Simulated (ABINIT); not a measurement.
**Phonons q calculation, with input and output: CoO (part 3 of 3)**

The same run, continued: CoO (Fm-3m, 2 atoms in the cell); Kohn-Sham DFT of a periodic cell, PBE, PseudoDojo NC SR PBE v0.4.1 standard, spin-polarised (ABINIT 10.8.3); cutoff 1306.15 eV, 6×6×6 k-mesh, fermi-dirac of 0.05 eV, collinear spins. The structure derives from an entry of the Crystallography Open Database.

Geometry of the input (Å; fractional positions):
```
0.0000  2.1236  2.1236
2.1236  0.0000  2.1236
2.1236  2.1236  0.0000
Co 0.0000  0.0000  0.0000
O  0.5000  0.5000  0.5000
```

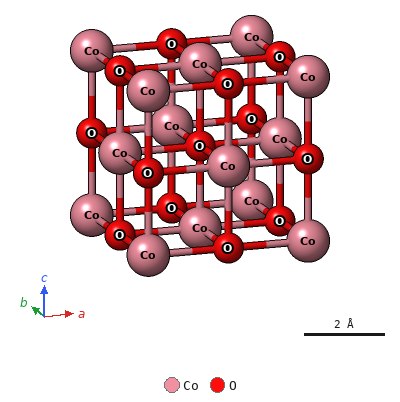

**Figure 1.** The structure (ball-and-stick view of the cell 4 times as large as that of the calculation, set on its symmetry axes, seen slightly off an axis). An atom can appear more than once, as a periodic image.

Output, continued:
```
     iter   2DEtotal(Ha)        deltaE(Ha) residm    vres2    difmagsph maxmagsph
-ETOT  1   58.988752609865     -1.262E+04 2.796E+01 2.203E+05 1.900E+01 2.409E+00
 ETOT  2   4.1698399505696     -5.482E+01 1.782E-01 1.789E+04 1.859E+00 5.376E+00
 ETOT  3  0.93022462349302     -3.240E+00 1.157E-02 3.238E+03 3.341E-01 6.254E+00
 ETOT  4  0.54747800611233     -3.827E-01 3.058E-03 1.052E+03 1.648E-01 6.478E+00
 ETOT  5  0.43319919391445     -1.143E-01 1.611E-03 1.882E+02 3.516E-02 6.589E+00
 ETOT  6   1.0110837764897      5.779E-01 5.259E-04 5.666E+03 9.238E-01 7.523E+00
 ETOT  7  0.42224034503681     -5.888E-01 6.663E-06 1.073E+02 9.812E-01 6.563E+00
 ETOT  8  0.41082662585734     -1.141E-02 3.414E-05 1.230E+00 1.202E-01 6.691E+00
 ETOT  9  0.41067816534098     -1.485E-04 4.707E-06 4.735E-02 2.075E-03 6.696E+00
 ETOT 10  0.41067459050294     -3.575E-06 1.582E-07 2.093E-02 1.617E-03 6.697E+00
 ETOT 11  0.41116805090871      4.935E-04 2.605E-09 4.679E+00 2.610E-02 6.698E+00
 ETOT 12  0.41067247749208     -4.956E-04 1.746E-09 1.290E-03 2.468E-02 6.698E+00
 ETOT 13  0.41067239902998     -7.846E-08 1.642E-10 7.423E-04 6.850E-04 6.697E+00
 ETOT 14  0.41067228770237     -1.113E-07 3.682E-11 5.534E-06 3.373E-04 6.698E+00
 ETOT 15  0.41067228754594     -1.564E-10 3.055E-12 3.846E-06 4.751E-05 6.698E+00
 ETOT 16  0.41067229371049      6.165E-09 2.138E-13 6.935E-05 1.148E-04 6.698E+00
 ETOT 17  0.41067228707664     -6.634E-09 2.682E-13 8.850E-08 9.601E-05 6.698E+00
 ETOT 18  0.41067228700024     -7.640E-11 8.559E-14 7.159E-09 2.548E-06 6.698E+00

 At SCF step   18       vres2   =  7.16E-09 < tolvrs=  1.00E-08 =>converged.
 Integrated electronic and magnetization densities in atomic spheres:
 ------------------------------------------------------------------------------------------------------------
 Radius=ratsph(iatom), smearing ratsm=  0.0000. Diff(up-dn)=approximate z local magnetic moment.
 Real part of magnetization:
    Atom    Radius    up_density   dn_density  Total(up+dn)  Diff(up-dn)
    1 Co   2.00000     0.000000     0.000000      0.000000    -0.000000
    2  O   2.00000    -0.000000    -0.000000     -0.000000     0.000000
 ------------------------------------------------------------------------------------------------------------
  Sum:                -0.000000     0.000000      0.000000    -0.000000
 Total magnetization (from the atomic spheres):               -0.000000
 Total magnetization (exact up - dn):                         -0.000000

----------------------------
 Imaginary part of magnetization:
    Atom    Radius    up_density   dn_density  Total(up+dn)  Diff(up-dn)
    1 Co   2.00000   -23.245310   -16.547704    -39.793014    -6.697605
    2  O   2.00000    -0.475415    -0.467335     -0.942750    -0.008081
 ------------------------------------------------------------------------------------------------------------
  Sum:               -23.720725   -17.015039    -40.735764    -6.705686
 Total magnetization (from the atomic spheres):               -6.705686
 Total magnetization (exact up - dn):                         -6.740760

================================================================================

 ----iterations are completed or convergence reached----

 Mean square residual over all n,k,spin=   10.984E-16; max=  85.592E-15

 2DEtotal=    0.4106722870E+00 Ha. Also 2DEtotal=    0.111749622221E+02 eV
    (2DErelax=   -1.2674694471E+04 Ha. 2DEnonrelax=    1.2675105143E+04 Ha)
    (  non-var. 2DEtotal :    4.1066047125E-01 Ha)

--------------------------------------------------------------------------------
 Perturbation wavevector (in red.coord.)   0.500000  0.000000  0.500000
 Perturbation : displacement of atom   1   along direction   2
 Found     2 symmetries that leave the perturbation invariant.
 symkpt : the number of k-points, thanks to the symmetries,
 is reduced to   468 .

--------------------------------------------------------------------------------

--------------------------------------------------------------------------------

 dfpt_looppert : total number of electrons, from k and k+q
  fully or partially occupied states are    2.300000E+01 and    2.300000E+01.
 Initialisation of the first-order wave-functions :
  ireadwf=   0

--- !BeginCycle
iteration_state: {dtset: 2, }
solver: {iscf: 7, nstep: 80, nline: 4, wfoptalg: 0, }
tolerances: {tolvrs: 1.00E-08, }
...

     iter   2DEtotal(Ha)        deltaE(Ha) residm    vres2    difmagsph maxmagsph
-ETOT  1   58.455536804161     -1.238E+04 3.095E+01 2.114E+05 1.731E-04 9.829E-05
 ETOT  2   3.7929776705345     -5.466E+01 1.942E-01 1.611E+04 1.957E-04 3.313E-05
 ETOT  3  0.66484866504959     -3.128E+00 1.303E-02 1.970E+03 4.537E-05 2.023E-05
 ETOT  4  0.36917933498023     -2.957E-01 1.377E-03 4.021E+02 3.610E-04 3.418E-04
 ETOT  5  0.31647924911647     -5.270E-02 4.886E-04 2.563E+01 1.270E-02 1.209E-02
 ETOT  6  0.46498093839307      1.485E-01 6.629E-05 1.431E+03 4.507E-01 4.290E-01
 ETOT  7  0.31577202294227     -1.492E-01 8.884E-07 2.248E+01 4.927E-01 5.328E-02
 ETOT  8  0.31339326940122     -2.379E-03 8.980E-07 8.208E-03 5.460E-02 1.618E-04
 ETOT  9  0.31339239756869     -8.718E-07 3.018E-08 2.101E-04 2.091E-04 8.976E-05
 ETOT 10  0.31339705648986      4.659E-06 7.309E-10 4.421E-02 2.474E-03 2.384E-03
 ETOT 11  0.31339244498065     -4.612E-06 2.102E-11 6.879E-04 2.676E-03 2.915E-04
 ETOT 12  0.31339237464761     -7.033E-08 6.373E-12 2.438E-05 2.928E-04 5.053E-05
 ETOT 13  0.31339237136251     -3.285E-09 1.146E-12 2.162E-06 7.073E-05 1.774E-05
 ETOT 14  0.31339237123154     -1.310E-10 5.561E-14 2.856E-08 1.999E-05 1.700E-06
 ETOT 15  0.31339237114605     -8.549E-11 3.556E-15 2.100E-09 2.200E-06 4.408E-07

 At SCF step   15       vres2   =  2.10E-09 < tolvrs=  1.00E-08 =>converged.
 Integrated electronic and magnetization densities in atomic spheres:
 ------------------------------------------------------------------------------------------------------------
 Radius=ratsph(iatom), smearing ratsm=  0.0000. Diff(up-dn)=approximate z local magnetic moment.
 Real part of magnetization:
    Atom    Radius    up_density   dn_density  Total(up+dn)  Diff(up-dn)
    1 Co   2.00000    -0.000000    -0.000000     -0.000000     0.000000
    2  O   2.00000     0.000000     0.000000      0.000000    -0.000000
 ------------------------------------------------------------------------------------------------------------
  Sum:                 0.000000    -0.000000     -0.000000     0.000000
 Total magnetization (from the atomic spheres):                0.000000
 Total magnetization (exact up - dn):                          0.000000

----------------------------
 Imaginary part of magnetization:
    Atom    Radius    up_density   dn_density  Total(up+dn)  Diff(up-dn)
    1 Co   2.00000     0.000000    -0.000000     -0.000000     0.000000
    2  O   2.00000     0.000000    -0.000000      0.000000     0.000000
 ------------------------------------------------------------------------------------------------------------
  Sum:                 0.000000    -0.000000     -0.000000     0.000000
 Total magnetization (from the atomic spheres):                0.000000
 Total magnetization (exact up - dn):                          0.000000

================================================================================

 ----iterations are completed or convergence reached----

 Mean square residual over all n,k,spin=   25.367E-17; max=  35.557E-16

 2DEtotal=    0.3133923711E+00 Ha. Also 2DEtotal=    0.852784085775E+01 eV
    (2DErelax=   -1.2440708344E+04 Ha. 2DEnonrelax=    1.2441021737E+04 Ha)
    (  non-var. 2DEtotal :    3.1337604641E-01 Ha)

--------------------------------------------------------------------------------
 Perturbation wavevector (in red.coord.)   0.500000  0.000000  0.500000
 Perturbation : displacement of atom   2   along direction   1
 Found     2 symmetries that leave the perturbation invariant.
 symkpt : the number of k-points, thanks to the symmetries,
 is reduced to   432 .

--------------------------------------------------------------------------------

--------------------------------------------------------------------------------

 dfpt_looppert : total number of electrons, from k and k+q
  fully or partially occupied states are    2.300000E+01 and    2.300000E+01.
 Initialisation of the first-order wave-functions :
  ireadwf=   0

--- !BeginCycle
iteration_state: {dtset: 2, }
solver: {iscf: 7, nstep: 80, nline: 4, wfoptalg: 0, }
tolerances: {tolvrs: 1.00E-08, }
...

     iter   2DEtotal(Ha)        deltaE(Ha) residm    vres2    difmagsph maxmagsph
-ETOT  1   11.904644239142     -1.898E+03 5.320E+00 5.533E+04 7.493E+00 9.905E-01
 ETOT  2   2.8477309641789     -9.057E+00 7.856E-02 4.394E+03 8.957E-01 2.883E-01
 ETOT  3   2.0029142524838     -8.448E-01 3.490E-03 6.343E+02 1.749E-01 7.029E-01
 ETOT  4   1.9239266099759     -7.899E-02 4.639E-04 1.399E+02 9.187E-02 8.332E-01
 ETOT  5   1.9106889742911     -1.324E-02 1.775E-04 3.648E+01 3.198E-02 8.691E-01
 ETOT  6   2.3020296502936      3.913E-01 1.044E-04 3.737E+03 7.064E-01 8.797E-01
 ETOT  7   1.9069942188700     -3.950E-01 4.272E-06 7.659E+00 7.381E-01 8.888E-01
 ETOT  8   1.9061669799627     -8.272E-04 3.523E-06 2.698E-01 2.696E-02 8.920E-01
 ETOT  9   1.9061355287665     -3.145E-05 7.491E-07 2.694E-02 1.465E-03 8.936E-01
 ETOT 10   1.9061322276113     -3.301E-06 1.149E-07 5.045E-04 3.124E-04 8.942E-01
 ETOT 11   1.9061322449390      1.733E-08 1.933E-09 7.300E-04 2.973E-04 8.943E-01
 ETOT 12   1.9061386106111      6.366E-06 3.747E-11 6.085E-02 3.085E-03 8.943E-01
 ETOT 13   1.9061321890471     -6.422E-06 2.637E-11 1.713E-04 2.846E-03 8.943E-01
 ETOT 14   1.9061321642522     -2.479E-08 7.767E-12 3.050E-06 1.631E-04 8.943E-01
 ETOT 15   1.9061321662581      2.006E-09 3.523E-13 2.405E-05 7.538E-05 8.943E-01
 ETOT 16   1.9061321641950     -2.063E-09 4.947E-14 3.799E-06 7.622E-05 8.943E-01
 ETOT 17   1.9061321638098     -3.852E-10 1.203E-13 4.064E-08 2.188E-05 8.943E-01
 ETOT 18   1.9061321638057     -4.093E-12 6.164E-14 7.590E-09 5.273E-07 8.943E-01

 At SCF step   18       vres2   =  7.59E-09 < tolvrs=  1.00E-08 =>converged.
 Integrated electronic and magnetization densities in atomic spheres:
 ------------------------------------------------------------------------------------------------------------
 Radius=ratsph(iatom), smearing ratsm=  0.0000. Diff(up-dn)=approximate z local magnetic moment.
 Real part of magnetization:
    Atom    Radius    up_density   dn_density  Total(up+dn)  Diff(up-dn)
    1 Co   2.00000     0.000000     0.000000      0.000000    -0.000000
    2  O   2.00000    -0.000000    -0.000000     -0.000000     0.000000
 ------------------------------------------------------------------------------------------------------------
  Sum:                -0.000000     0.000000      0.000000    -0.000000
 Total magnetization (from the atomic spheres):               -0.000000
 Total magnetization (exact up - dn):                         -0.000000

----------------------------
 Imaginary part of magnetization:
    Atom    Radius    up_density   dn_density  Total(up+dn)  Diff(up-dn)
    1 Co   2.00000     0.113524     0.289193      0.402717    -0.175669
    2  O   2.00000     7.197964     6.303663     13.501627     0.894301
 ------------------------------------------------------------------------------------------------------------
  Sum:                 7.311488     6.592856     13.904344     0.718632
 Total magnetization (from the atomic spheres):                0.718632
 Total magnetization (exact up - dn):                          0.710276

================================================================================

 ----iterations are completed or convergence reached----

 Mean square residual over all n,k,spin=   11.361E-16; max=  61.642E-15

 2DEtotal=    0.1906132164E+01 Ha. Also 2DEtotal=    0.518684985452E+02 eV
    (2DErelax=   -1.9082282843E+03 Ha. 2DEnonrelax=    1.9101344164E+03 Ha)
    (  non-var. 2DEtotal :    1.9061340463E+00 Ha)

--------------------------------------------------------------------------------
 Perturbation wavevector (in red.coord.)   0.500000  0.000000  0.500000
 Perturbation : displacement of atom   2   along direction   2
 Found     2 symmetries that leave the perturbation invariant.
 symkpt : the number of k-points, thanks to the symmetries,
 is reduced to   468 .

--------------------------------------------------------------------------------

--------------------------------------------------------------------------------

 dfpt_looppert : total number of electrons, from k and k+q
  fully or partially occupied states are    2.300000E+01 and    2.300000E+01.
 Initialisation of the first-order wave-functions :
  ireadwf=   0

--- !BeginCycle
iteration_state: {dtset: 2, }
solver: {iscf: 7, nstep: 80, nline: 4, wfoptalg: 0, }
tolerances: {tolvrs: 1.00E-08, }
...

     iter   2DEtotal(Ha)        deltaE(Ha) residm    vres2    difmagsph maxmagsph
-ETOT  1   10.978394642699     -1.870E+03 3.978E+00 4.517E+04 4.813E-05 4.690E-05
 ETOT  2   2.3161769684669     -8.662E+00 1.570E-01 3.943E+03 5.878E-05 3.970E-06
 ETOT  3   1.4833520297832     -8.328E-01 2.958E-03 3.358E+02 1.586E-05 1.780E-05
 ETOT  4   1.4264785638234     -5.687E-02 2.927E-04 3.224E+01 5.195E-04 4.977E-04
 ETOT  5   1.4228751504095     -3.603E-03 2.369E-05 6.054E+00 1.650E-02 1.566E-02
 ETOT  6   1.6879992810900      2.651E-01 6.906E-06 2.510E+03 5.541E-01 5.266E-01
 ETOT  7   1.4222013377394     -2.658E-01 1.237E-06 6.989E-01 5.464E-01 8.156E-03
 ETOT  8   1.4221178482940     -8.349E-05 2.876E-07 4.016E-03 8.458E-03 1.284E-04
 ETOT  9   1.4221190255078      1.177E-06 1.148E-08 1.740E-02 1.383E-03 1.375E-03
 ETOT 10   1.4221542471039      3.522E-05 2.193E-10 3.499E-01 7.603E-03 6.228E-03
 ETOT 11   1.4221171837990     -3.706E-05 2.046E-10 5.841E-06 6.229E-03 2.446E-05
 ETOT 12   1.4221171845134      7.144E-10 8.494E-12 1.036E-05 5.988E-05 3.352E-05
 ETOT 13   1.4221171831214     -1.392E-09 4.561E-13 1.125E-06 4.268E-05 9.783E-06
 ETOT 14   1.4221171829672     -1.542E-10 3.114E-14 5.035E-08 1.215E-05 2.366E-06
 ETOT 15   1.4221171829866      1.933E-11 2.484E-15 3.059E-07 6.241E-06 5.563E-06
 ETOT 16   1.4221171829509     -3.570E-11 5.826E-16 1.683E-08 7.085E-06 1.384E-06
 ETOT 17   1.4221171829431     -7.731E-12 3.597E-16 1.211E-09 1.389E-06 3.583E-07

 At SCF step   17       vres2   =  1.21E-09 < tolvrs=  1.00E-08 =>converged.
 Integrated electronic and magnetization densities in atomic spheres:
 ------------------------------------------------------------------------------------------------------------
 Radius=ratsph(iatom), smearing ratsm=  0.0000. Diff(up-dn)=approximate z local magnetic moment.
 Real part of magnetization:
    Atom    Radius    up_density   dn_density  Total(up+dn)  Diff(up-dn)
    1 Co   2.00000    -0.000000    -0.000000     -0.000000     0.000000
    2  O   2.00000    -0.000000     0.000000      0.000000    -0.000000
 ------------------------------------------------------------------------------------------------------------
  Sum:                -0.000000    -0.000000     -0.000000     0.000000
 Total magnetization (from the atomic spheres):                0.000000
 Total magnetization (exact up - dn):                          0.000000

----------------------------
 Imaginary part of magnetization:
    Atom    Radius    up_density   dn_density  Total(up+dn)  Diff(up-dn)
    1 Co   2.00000     0.000000     0.000000      0.000000    -0.000000
    2  O   2.00000    -0.000000    -0.000000     -0.000000     0.000000
 ------------------------------------------------------------------------------------------------------------
  Sum:                 0.000000     0.000000      0.000000    -0.000000
 Total magnetization (from the atomic spheres):               -0.000000
 Total magnetization (exact up - dn):                         -0.000000

================================================================================

 ----iterations are completed or convergence reached----

 Mean square residual over all n,k,spin=   17.791E-18; max=  35.970E-17

 2DEtotal=    0.1422117183E+01 Ha. Also 2DEtotal=    0.386977799521E+02 eV
    (2DErelax=   -1.8795531206E+03 Ha. 2DEnonrelax=    1.8809752377E+03 Ha)
    (  non-var. 2DEtotal :    1.4221172813E+00 Ha)

================================================================================

 ---- first-order wavefunction calculations are completed ----

 ==> Compute Derivative Database <==

  Dynamical matrix, in cartesian coordinates,
   if specified in the inputs, asr has been imposed
     j1       j2             matrix element
  dir pert dir pert     real part    imaginary part

   1    1   1    1         0.0097299698         0.0000000000
   1    1   1    2         0.0352639705        -0.0000000007

   2    1   2    1         0.0157705787         0.0000000000
   2    1   2    2        -0.0602274964        -0.0000000001

   3    1   3    1         0.0097299698         0.0000000000
   3    1   3    2         0.0352639705        -0.0000000007

   1    2   1    1         0.0352639099         0.0000000000
   1    2   1    2         0.0441547911         0.0000000000

   2    2   2    1        -0.0602275969        -0.0000000004
   2    2   2    2         0.0742107951         0.0000000000

   3    2   3    1         0.0352639099         0.0000000000
   3    2   3    2         0.0441547911         0.0000000000

  Phonon wavevector (reduced coordinates) :  0.50000  0.00000  0.50000
 Phonon energies in Hartree :
  -5.150143E-04 -3.849818E-04 -3.849818E-04  1.323911E-03  1.323911E-03
   1.719461E-03
 Phonon frequencies in cm-1    :
  -1.130326E+02 -8.449374E+01 -8.449374E+01  2.905649E+02  2.905649E+02
   3.773780E+02

== END DATASET(S) ==============================================================
================================================================================

 -outvars: echo values of variables after computation  --------
            acell      5.6751705908E+00  5.6751705908E+00  5.6751705908E+00 Bohr
           etotal1    -1.6953359405E+02
           etotal2     1.4221171829E+00
            fcart1    -1.8347347536E-30  7.8631489441E-31  2.6210496480E-31
                       1.8347347536E-30 -7.8631489441E-31 -2.6210496480E-31
            fcart2     0.0000000000E+00  0.0000000000E+00  0.0000000000E+00
                       0.0000000000E+00  0.0000000000E+00  0.0000000000E+00
            rprim      0.0000000000E+00  7.0710678120E-01  7.0710678120E-01
                       7.0710678120E-01  0.0000000000E+00  7.0710678120E-01
                       7.0710678120E-01  7.0710678120E-01  0.0000000000E+00
           strten1    -6.4394577813E-06 -6.4394577813E-06 -6.4394577813E-06
                       0.0000000000E+00  0.0000000000E+00  0.0000000000E+00
           strten2     0.0000000000E+00  0.0000000000E+00  0.0000000000E+00
                       0.0000000000E+00  0.0000000000E+00  0.0000000000E+00
           xangst      0.0000000000E+00  0.0000000000E+00  0.0000000000E+00
                       2.1235625386E+00  2.1235625386E+00  2.1235625386E+00
             xred      0.0000000000E+00  0.0000000000E+00  0.0000000000E+00
                       5.0000000000E-01  5.0000000000E-01  5.0000000000E-01
 Calculation completed.
```
